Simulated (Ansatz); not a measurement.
# A series of single points on AgCl

System: AgCl (P4/mmm, 2 atoms in the cell).
Method: DFT, PBE, all-electron LAPW, scalar-relativistic, no spin polarisation (Ansatz 0.2.0).

The 6 runs differ only in the geometry, by a strain of the cell at fixed fractional positions. Against run 4, the strain is εzz = η. The structure derives from a Materials Project entry.

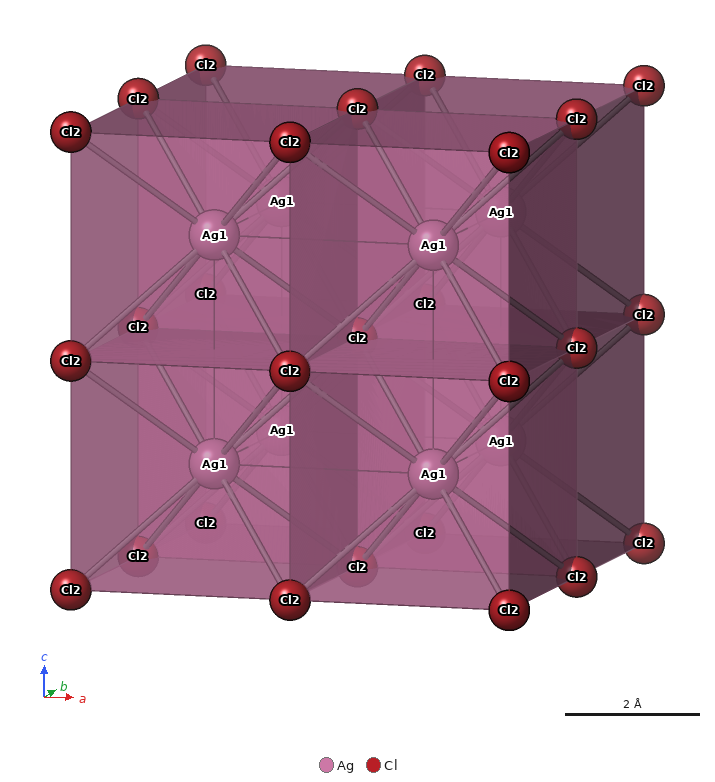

Figure 1. The structure of run 4 (polyhedral view of the cell of the calculation, seen slightly off an axis; polyhedra are completed across the faces of the cell; atoms are numbered from 1 in the order of the input).

## Input of run 4
```yaml
crystal:
  lattice:
    - [3.433973, 0.0, 0.0]
    - [0.0, 3.433973, 0.0]
    - [0.0, 0.0, 3.46831273]
  atoms:
    - { symbol: Ag, position: [0.0, 0.0, 0.0] }
    - { symbol: Cl, position: [0.5, 0.5, 0.5] }
kpoints:
  mp_grid: { grid: [9, 9, 9] }
  band_path:
    path:
      - [0.0, 0.0, 0.0]
      - [0.0, 0.5, 0.0]
      - [0.5, 0.5, 0.0]
      - [0.0, 0.0, 0.0]
      - [0.0, 0.0, 0.5]
      - [0.0, 0.5, 0.5]
      - [0.5, 0.5, 0.5]
      - [0.0, 0.0, 0.5]
      - [0.0, 0.5, 0.0]
    npoints: 5
scf:
  occupations: { method: fermi_dirac, width: 0.01 }
hamiltonian:
  xc: pbe
  pseudopotentials: { kind: all_electron, lapw: { basis_error: 0.001 } }
output:
  forces: true
  stress: true
  eigenvalues: true
```

Command:
```bash
ansatz run input.yaml --threads 1 --pin off --max-ram 3072MiB --backend cpu --events-out ev --progress --plain --runs-dir out
```

Run 2 differs from it as follows:
```diff
-    - [0.0, 0.0, 3.46831273]
+    - [0.0, 0.0, 3.36529354]
```

## Results, with one run withheld

```tsv
run	strain parameter η (%)	free energy per atom, from the lowest run given (meV)	pressure (GPa)	gap on the mesh (eV)
1	−3.9604	3.97	1.43	0.57
2	−2.9703	?	?	?
3	−1.9802	0.00	0.36	0.60
4	0.0000	0.29	−0.57	0.60
5	0.9901	1.86	−0.99	0.58
6	1.9802	4.32	−1.39	0.57
```

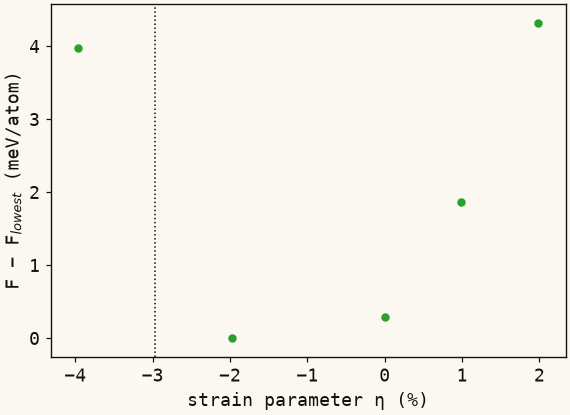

Figure 2. Free energy per atom of the runs given; the dotted line marks run 2.

What should run 2 give?

A cubic polynomial in the coordinate, fitted to the 5 runs given, misses them by under 0.01 meV per atom. With x = η + 0.5941, it reads F = −0.21627 + 0.55294 x + 0.4973 x² − 0.0108 x³ (meV per atom). At run 2 it gives 1.42 meV per atom, and the run itself gives 1.41. The fit has its minimum at η = −1.1403 %.

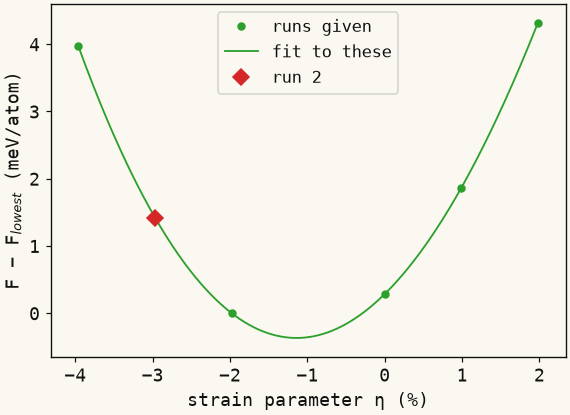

Figure 3. The fit and the withheld run.

## Output, shortened to warnings, some set-up lines, iterations and results (run 2)
```
Basis set: ecut = 185.0239716709329 eV, 251 PW (Γ), exchange–correlation at level 2
Symmetry: 16 space group operations
k-points: 75 of 729
Initial density: superposition of atomic densities (chi_scale 0.1, normalization cell, long waves kept (reshape's long-wave potential 0.00 eV rms))
[...]
SCF iter   1: F=—  HF=-157215.199454 eV  |F-HF|=—  |Δ(HF+E_count)|=         —  Δρ=2.40e-2  dr2=4.98e-1  ethr=1.46e-3  ⟨swp⟩=2.0  Hψ=10182  notcnv=0
SCF iter   2: F=—  HF=-157214.926044 eV  |F-HF|=—  |Δ(HF+E_count)|=   2.73e-1  Δρ=9.07e-3  dr2=7.91e-2  ethr=1.46e-3  ⟨swp⟩=2.9  Hψ=4994  notcnv=0
SCF iter   3: F=—  HF=-157214.912959 eV  |F-HF|=—  |Δ(HF+E_count)|=   1.31e-2  Δρ=7.68e-3  dr2=5.81e-2  ethr=2.33e-4  ⟨swp⟩=2.0  Hψ=4875  notcnv=0
SCF iter   4: F=—  HF=-157214.900053 eV  |F-HF|=—  |Δ(HF+E_count)|=         —  Δρ=3.28e-3  dr2=1.10e-2  ethr=1.71e-4  ⟨swp⟩=2.0  Hψ=4862  notcnv=0
SCF iter   5: F=—  HF=-157214.900252 eV  |F-HF|=—  |Δ(HF+E_count)|=   1.99e-4  Δρ=7.76e-4  dr2=2.90e-4  ethr=8.53e-7  ⟨swp⟩=2.0  Hψ=8101  notcnv=0
SCF iter   6: F=—  HF=-157214.900525 eV  |F-HF|=—  |Δ(HF+E_count)|=   2.73e-4  Δρ=2.03e-4  dr2=1.97e-5  ethr=8.52e-7  ⟨swp⟩=2.0  Hψ=4848  notcnv=0
SCF iter   7: F=—  HF=-157214.900540 eV  |F-HF|=—  |Δ(HF+E_count)|=   1.48e-5  Δρ=6.28e-5  dr2=2.25e-6  ethr=5.81e-8  ⟨swp⟩=2.7  Hψ=4640  notcnv=0
SCF iter   8: F=—  HF=-157214.900541 eV  |F-HF|=—  |Δ(HF+E_count)|=   5.33e-7  Δρ=1.41e-5  dr2=1.16e-7  ethr=6.63e-9  ⟨swp⟩=2.9  Hψ=4691  notcnv=0
SCF iter   9: F=-157214.900541 eV  HF=-157214.900541 eV  |F-HF|=2.80e-8  |Δ(HF+E_count)|=   2.53e-8  Δρ=4.67e-6  dr2=1.34e-8  ethr=3.41e-10  ⟨swp⟩=2.0  Hψ=4575  notcnv=0
SCF 1 converged in 9 iterations: F = -157214.900541 eV  dr2 = 1.34e-8
NSCF: frozen V_eff on 41 k-points
SCF converged after 9 iterations
Free energy (F): -157214.900541 eV
Harris-Foulkes:  -157214.900541 eV  (|F-HF|=2.80e-8)
Internal energy: -157214.900541 eV  (E = F + TS)
E sigma→0 (E₀):  -157214.900541 eV
Fermi energy:    10.021194 eV
--- Per-component energies (eV) ---
  E_band       = -1826.470429
  E_kinetic    = 163870.623271
  E_xc         = -4834.372041
  E_electrostatic = -316251.151771  (all electrons and nuclei)
  E_smearing   = -0.000000  (= −TS)
  E_closure    = 0.000000  (closes the sum)
  E_atoms      = -157209.811095  (free atoms, spherical and without spin; not in F)
  Σ components = -157214.900541   (vs F -157214.900541, Δ=0.00e0)
  Basis errors (estimates in eV, not in F): energy 3.0e-4 per atom: plane waves 2.6e-4 (1.3e-4 summed), levels above the bands 0.0e0, relativity 8.5e-8, radial functions 4.3e-5, core shells 1.8e-8; eigenvalues (radial functions only) 3.9e-5; not estimated: angular momenta, meshes, grids; target …
--- Forces (eV/Å), atoms counted from 1 ---
  atom   1  Ag     0.00000000     0.00000000     0.00000000
  atom   2  Cl     0.00000000     0.00000000     0.00000000
  max |Σ_I F_I| component: 1.58e-30 eV/Å
--- Stress (GPa, compression-positive) ---
        0.534578       0.000000       0.000000
        0.000000       0.534578       0.000000
        0.000000       0.000000       1.561558
  P = ⅓ Tr σ = 0.8769 GPa (8.769 kbar)
```
